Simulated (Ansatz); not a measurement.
**Geometry relaxation, with input and output: NiSi (part 2 of 2)**

NiSi (P2₁3, 8 atoms in the cell); DFT PBEsol, scalar-relativistic, plane waves, PAW, no spin polarisation (Ansatz 0.2.0); cutoff 420 eV, 4×4×4 k-mesh, Gaussian smearing of 0.1 eV. The structure derives from an entry of the Crystallography Open Database.

Geometry of the input (Å; fractional positions):
```
4.4968  0.0000  0.0000
0.0000  4.4968  0.0000
0.0000  0.0000  4.4968
Si 0.8601  0.8601  0.8601
Si 0.6399  0.1399  0.3601
Si 0.3601  0.6399  0.1399
Si 0.1399  0.3601  0.6399
Ni 0.1470  0.1470  0.1470
Ni 0.3530  0.8530  0.6470
Ni 0.6470  0.3530  0.8530
Ni 0.8530  0.6470  0.3530
```

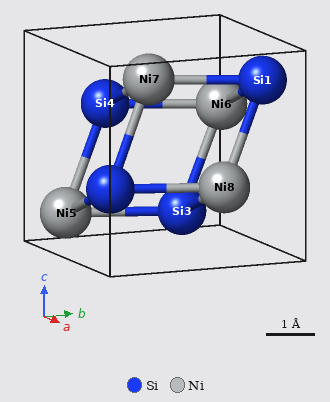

Figure 1. The geometry at step 3 of the log (ball-and-stick view of the cell of the calculation, seen slightly off an axis; atoms are numbered from 1 in the order of the input).

Log, continued:
```
SCF iter   1: F=—  HF=-25709.824151 eV  |F-HF|=—  |Δ(HF+E_count)|=         —  Δρ=2.43e-5  dr2=6.23e-8  ethr=9.23e-7  ⟨swp⟩=3.0  Hψ=3555  notcnv=0
eigensolver tolerance schedule: the retry pair's looser diagonalisation over-reported the residual by 13040.97 of it (diagonalisation noise at an unbounded share of the residual, at the tolerance the schedule requests for it); recorded, not acted on — ethr = c·dr2/N_el stays at c = 1.0e-1
preconditioner: auto → Kerker (q_TF=auto, 2.722 Å⁻¹)  [metal: Δε(μ)=0.028 eV  Ē_g=7.269 eV  σ=0.100 eV  W_gap=0.15  n_scr=26 (ndim 8)  ℏωp=29.4 eV  f_vac=0.000  D(μ)=4.86/eV (n_scr^D=32)]
SCF iter   2: F=—  HF=-25709.824066 eV  |F-HF|=—  |Δ(HF+E_count)|=   8.47e-5  Δρ=1.34e-5  dr2=6.58e-8  ethr=7.08e-11  ⟨swp⟩=3.0  Hψ=1506  notcnv=0
SCF iter   3: F=—  HF=-25709.824066 eV  |F-HF|=—  |Δ(HF+E_count)|=   3.07e-9  Δρ=4.96e-6  dr2=9.63e-9  ethr=7.08e-11  ⟨swp⟩=1.0  Hψ=583  notcnv=0
iter 4 did not close the SCF: its close was put off for the readings that it lacked (scf_convergence_deferred on its scf_iter line)
SCF iter   4: F=-25709.824066 eV  HF=-25709.824066 eV  |F-HF|=8.00e-11  |Δ(HF+E_count)|=   1.16e-9  Δρ=8.30e-7  dr2=1.62e-10  ethr=1.09e-11  ⟨swp⟩=2.0  Hψ=793  notcnv=0
iter 5 did not close the SCF: its close was put off for the readings that it lacked (scf_convergence_deferred on its scf_iter line)
SCF iter   5: F=-25709.824066 eV  HF=-25709.824066 eV  |F-HF|=1.46e-11  |Δ(HF+E_count)|=  1.53e-10  Δρ=1.63e-7  dr2=1.46e-11  ethr=1.00e-12  ⟨swp⟩=1.0  Hψ=583  notcnv=0
SCF iter   6: F=-25709.824066 eV  HF=-25709.824066 eV  |F-HF|=0.00e0  |Δ(HF+E_count)|=  7.28e-12  Δρ=4.08e-8  dr2=1.33e-12  ethr=1.00e-12  ⟨swp⟩=2.4  Hψ=1473  notcnv=0
SCF 5 converged in 6 iterations: F = -25709.824066 eV  dr2 = 1.33e-12
relax step   5: F+E_penalty+E_count = -25709.82406596 eV  Δ(F+E_penalty+E_count) = +5.205e-4 eV  max|allowed force component| = 9.074e-3 eV/Å  Δτ_max = 0.0000 Å  P = -0.076 GPa  Ω = 89.251 Å³  stress off target by 7.61e-2 GPa  SCF on the basis re-selected at this cell (its energy is not comparable with the rows above)  (6 SCF iters)
basis re-selected at this cell: Δ(F+E_penalty+E_count) = +5.205e-4 eV, ΔP = +0.000 GPa vs the last step (what re-selecting the basis moved, of the pressure what is left beyond the Pulay correction that the steps carried, after the strain that the cell walked since its last selection, with what the two solves' SCF thresholds leave and, on support functions, any second-order correction that the steps lacked; it is no measure of the basis error at this ecutwfc). The dense FFT grid was sized anew with the basis: this SCF ran on 30×30×30 points, the steps before it on 32×32×32, so part of this shift can come from that change (see relax.cell in the input reference). This SCF's stress stands 7.61e-2 GPa from its target on what of the cell is left free (relax.cell.stress_tol is 5.00e-1 GPa) and its largest allowed force component is 9.07e-3 eV/Å (relax.f_tol is 5.00e-2 eV/Å): within both
SCF converged after 6 iterations
Free energy (F): -25709.824066 eV
Harris-Foulkes:  -25709.824066 eV  (|F-HF|=0.00e0)
Internal energy: -25709.799779 eV  (E = F + TS)
E sigma→0 (E₀):  -25709.811922 eV
Entropy (-TS):   -0.024287 eV (-3.036 meV/atom)
Fermi energy:    16.908148 eV
--- Per-component energies (eV) ---
  E_band       = -1156.015118
  E_kinetic    = 1321.057166
  E_local      = -17197.433098  (includes V_loc(G=0)·N_el)
  E_nonlocal   = 2651.395166
  E_hartree    = 7413.857415
  E_xc         = -568.742025
  E_vxc        = -640.748686  (∫ρ·V_xc dr)
  E_paw        = -8382.755814  (= ΣΔE_a)
  E_vpaw       = -2118.002707  (= ΣTr[D̂ρ^β])
  E_aug_tail   = 0.002133  (compensation charges beyond the density's cutoff)
  E_ewald      = -10948.096121
  E_core_change = 0.915398  (= ΣΔE_core)
  E_smearing   = -0.024287  (= −TS)
  E_closure    = 0.000000  (closes the sum)
  Σ components = -25709.824066   (vs F -25709.824066, Δ=0.00e0)
--- Forces (eV/Å), atoms counted from 1 ---
  atom   1  Si     0.00629296     0.00629296     0.00629296
  atom   2  Si    -0.00629296    -0.00629296     0.00629296
  atom   3  Si     0.00629296    -0.00629296    -0.00629296
  atom   4  Si    -0.00629296     0.00629296    -0.00629296
  atom   5  Ni     0.00907436     0.00907436     0.00907436
  atom   6  Ni    -0.00907436    -0.00907436     0.00907436
  atom   7  Ni     0.00907436    -0.00907436    -0.00907436
  atom   8  Ni    -0.00907436     0.00907436    -0.00907436
  max |Σ_I F_I| component: 4.68e-17 eV/Å
--- Stress (GPa, compression-positive) ---
       -0.076099      -0.000000      -0.000000
       -0.000000      -0.076099      -0.000000
       -0.000000      -0.000000      -0.076099
  P = ⅓ Tr σ = -0.0761 GPa (-0.761 kbar)
--- Band table (eV; the first three rows and the last of 11) ---
  k-point 0: bands = ["-87.1222", "-87.1165", "-87.1165", "-87.1165", "-47.7837", "-47.7837", "-47.7837", "-47.7620", "-47.6492", "-47.6492", "-47.6492", "-47.6287", "-47.6287", "-47.6206", "-47.6206", "-47.6206", "2.3814", "7.8840", "7.8840", "7.8840", "10.3660", "10.3660", "10.3660", "12.0351", "12.0351", "12.0351", "12.6113", "12.6662", "12.6662", "12.9497", "12.9497", "12.9497", "13.3632", "13.3632", "13.3632", "14.4176", "14.4176", "14.4176", "14.5088", "14.5088", "15.1798", "15.1798", "15.1798", "17.8772", "17.8772", "17.8772", "18.2369", "18.2369", "18.8657", "18.8657", "18.8657", "20.2656", "21.3652"]
  k-point 1: bands = ["-87.1216", "-87.1180", "-87.1163", "-87.1159", "-47.7865", "-47.7846", "-47.7777", "-47.7643", "-47.6548", "-47.6520", "-47.6403", "-47.6280", "-47.6258", "-47.6232", "-47.6230", "-47.6198", "2.8351", "6.0836", "8.1795", "8.8489", "9.8443", "10.5770", "10.9480", "11.4516", "11.5734", "12.2487", "12.6993", "12.7281", "12.8997", "12.9527", "13.0051", "13.0399", "13.2763", "13.3322", "13.6285", "14.0703", "14.2521", "14.4176", "14.5484", "14.6339", "14.9602", "15.0242", "16.0350", "16.8967", "16.9242", "17.0866", "17.6325", "18.9109", "19.3533", "19.3916", "20.0675", "20.8252", "21.2952"]
  k-point 2: bands = ["-87.1200", "-87.1200", "-87.1159", "-87.1159", "-47.7862", "-47.7862", "-47.7704", "-47.7704", "-47.6554", "-47.6554", "-47.6310", "-47.6310", "-47.6254", "-47.6254", "-47.6216", "-47.6216", "4.1443", "4.1443", "8.9063", "8.9063", "10.2017", "10.2017", "10.8475", "10.8475", "12.1152", "12.1152", "12.6047", "12.6047", "12.8366", "12.8366", "13.0634", "13.0634", "13.4651", "13.4651", "13.7026", "13.7026", "14.2851", "14.2851", "14.6467", "14.6467", "14.7855", "14.7855", "16.2042", "16.2042", "16.6510", "16.6510", "19.6382", "19.6382", "19.7523", "19.7523", "20.3386", "20.3386", "21.2577"]
  k-point 10: bands = ["-87.1179", "-87.1179", "-87.1179", "-87.1179", "-47.7787", "-47.7787", "-47.7787", "-47.7787", "-47.6470", "-47.6470", "-47.6470", "-47.6470", "-47.6195", "-47.6195", "-47.6195", "-47.6195", "6.6163", "6.6163", "6.6163", "6.6163", "8.9295", "8.9295", "8.9295", "8.9295", "12.6388", "12.6388", "12.6388", "12.6388", "12.8631", "12.8631", "12.8631", "12.8631", "14.0977", "14.0977", "14.0977", "14.0977", "14.1015", "14.1015", "14.1015", "14.1015", "15.0118", "15.0118", "15.0118", "15.0118", "21.1051", "21.1051", "21.1051", "21.1051", "21.4079", "21.4079", "21.4079", "21.4079", "23.3534"]
--- Relaxed structure (4 steps of the walk, 4 accepted, 1 SCFs on fresh bases) ---
  F+E_penalty+E_count = -25709.82406596 eV   max|allowed force component| = 9.074e-3 eV/Å   (the final SCF, on the basis selected at the relaxed cell)
  cell:  # Å, volume = 89.2508 Å³
    - [4.468935673281834, -7.19013845904568e-33, -1.1555579666323415e-33]
    - [-1.117039367744597e-32, 4.468935673281834, 2.5679065925163142e-33]
    - [-2.5679065925163143e-34, 2.5679065925163142e-33, 4.468935673281834]
  atoms:
    - { symbol: Si, position: [0.8462669010176513, 0.8462669010176513, 0.8462669010176513] }
    - { symbol: Si, position: [0.6537330989823489, 0.15373309898234866, 0.3462669010176513] }
    - { symbol: Si, position: [0.3462669010176513, 0.6537330989823489, 0.15373309898234866] }
    - { symbol: Si, position: [0.15373309898234866, 0.3462669010176513, 0.6537330989823489] }
    - { symbol: Ni, position: [0.1488310234002996, 0.1488310234002996, 0.1488310234002996] }
    - { symbol: Ni, position: [0.3511689765997005, 0.8511689765997005, 0.6488310234002997] }
    - { symbol: Ni, position: [0.6488310234002997, 0.3511689765997005, 0.8511689765997005] }
    - { symbol: Ni, position: [0.8511689765997005, 0.6488310234002997, 0.3511689765997005] }
```

Trajectory as extended XYZ (Å, eV, eV/Å), 5 frames, from step=1 to step=5:
```
8
Lattice="4.4968 0.0000 0.0000 0.0000 4.4968 0.0000 0.0000 0.0000 4.4968" Properties=species:S:1:pos:R:3:forces:R:3 step=1 energy=-25709.55261 pressure_GPa=-2.46
Si    3.8677    3.8677    3.8677   -0.6700  -0.6700  -0.6700
Si    2.8775    0.6291    1.6193    0.6700   0.6700  -0.6700
Si    1.6193    2.8775    0.6291   -0.6700   0.6700   0.6700
Si    0.6291    1.6193    2.8775    0.6700  -0.6700   0.6700
Ni    0.6610    0.6610    0.6610    0.1965   0.1965   0.1965
Ni    1.5874    3.8358    2.9094   -0.1965  -0.1965   0.1965
Ni    2.9094    1.5874    3.8358    0.1965  -0.1965  -0.1965
Ni    3.8358    2.9094    1.5874   -0.1965   0.1965  -0.1965
8
Lattice="4.4792 0.0000 0.0000 0.0000 4.4792 0.0000 0.0000 0.0000 4.4792" Properties=species:S:1:pos:R:3:forces:R:3 step=2 energy=-25709.70627 pressure_GPa=-0.97
Si    3.8324    3.8324    3.8324   -0.4563  -0.4563  -0.4563
Si    2.8864    0.6468    1.5928    0.4563   0.4563  -0.4563
Si    1.5928    2.8864    0.6468   -0.4563   0.4563   0.4563
Si    0.6468    1.5928    2.8864    0.4563  -0.4563   0.4563
Ni    0.6613    0.6613    0.6613    0.1122   0.1122   0.1122
Ni    1.5783    3.8179    2.9009   -0.1122  -0.1122   0.1122
Ni    2.9009    1.5783    3.8179    0.1122  -0.1122  -0.1122
Ni    3.8179    2.9009    1.5783   -0.1122   0.1122  -0.1122
8
Lattice="4.4640 0.0000 0.0000 0.0000 4.4640 0.0000 0.0000 0.0000 4.4640" Properties=species:S:1:pos:R:3:forces:R:3 step=3 energy=-25709.82310 pressure_GPa=0.63
Si    3.7770    3.7770    3.7770    0.0133   0.0133   0.0133
Si    2.9191    0.6871    1.5450   -0.0133  -0.0133   0.0133
Si    1.5450    2.9191    0.6871    0.0133  -0.0133  -0.0133
Si    0.6871    1.5450    2.9191   -0.0133   0.0133  -0.0133
Ni    0.6604    0.6604    0.6604    0.0315   0.0315   0.0315
Ni    1.5716    3.8036    2.8924   -0.0315  -0.0315   0.0315
Ni    2.8924    1.5716    3.8036    0.0315  -0.0315  -0.0315
Ni    3.8036    2.8924    1.5716   -0.0315   0.0315  -0.0315
8
Lattice="4.4689 0.0000 0.0000 0.0000 4.4689 0.0000 0.0000 0.0000 4.4689" Properties=species:S:1:pos:R:3:forces:R:3 step=4 energy=-25709.82459 pressure_GPa=-0.08
Si    3.7819    3.7819    3.7819    0.0063   0.0063   0.0063
Si    2.9215    0.6870    1.5474   -0.0063  -0.0063   0.0063
Si    1.5474    2.9215    0.6870    0.0063  -0.0063  -0.0063
Si    0.6870    1.5474    2.9215   -0.0063   0.0063  -0.0063
Ni    0.6651    0.6651    0.6651    0.0091   0.0091   0.0091
Ni    1.5694    3.8038    2.8996   -0.0091  -0.0091   0.0091
Ni    2.8996    1.5694    3.8038    0.0091  -0.0091  -0.0091
Ni    3.8038    2.8996    1.5694   -0.0091   0.0091  -0.0091
8
Lattice="4.4689 0.0000 0.0000 0.0000 4.4689 0.0000 0.0000 0.0000 4.4689" Properties=species:S:1:pos:R:3:forces:R:3 step=5 energy=-25709.82407 pressure_GPa=-0.08
Si    3.7819    3.7819    3.7819    0.0063   0.0063   0.0063
Si    2.9215    0.6870    1.5474   -0.0063  -0.0063   0.0063
Si    1.5474    2.9215    0.6870    0.0063  -0.0063  -0.0063
Si    0.6870    1.5474    2.9215   -0.0063   0.0063  -0.0063
Ni    0.6651    0.6651    0.6651    0.0091   0.0091   0.0091
Ni    1.5694    3.8038    2.8996   -0.0091  -0.0091   0.0091
Ni    2.8996    1.5694    3.8038    0.0091  -0.0091  -0.0091
Ni    3.8038    2.8996    1.5694   -0.0091   0.0091  -0.0091
```

Key numbers:

```csv
quantity,value
outcome,converged
space group (tolerance 0.01 Å),P2₁3 (198)
electrons treated,88
free energy,−25709.8241 eV
Fermi energy,16.908 eV
gap on the k-point mesh,none (metallic)
pressure,−0.08 GPa
final volume,89.25 Å³
largest force (length of the vector) at the end,0.016 eV/Å
final cell,"a = 4.469 Å, b = 4.469 Å, c = 4.469 Å, α = 90.00°, β = 90.00°, γ = 90.00°"
hardware,"2 threads of AMD EPYC (Zen 5), 16 GiB of memory available, shared host"
wall time,3.8 s (CPU time 7.3 s)
peak memory,0.45 GiB
```

Remarks:

The run has no spin polarisation, so a magnetic state may lie lower.
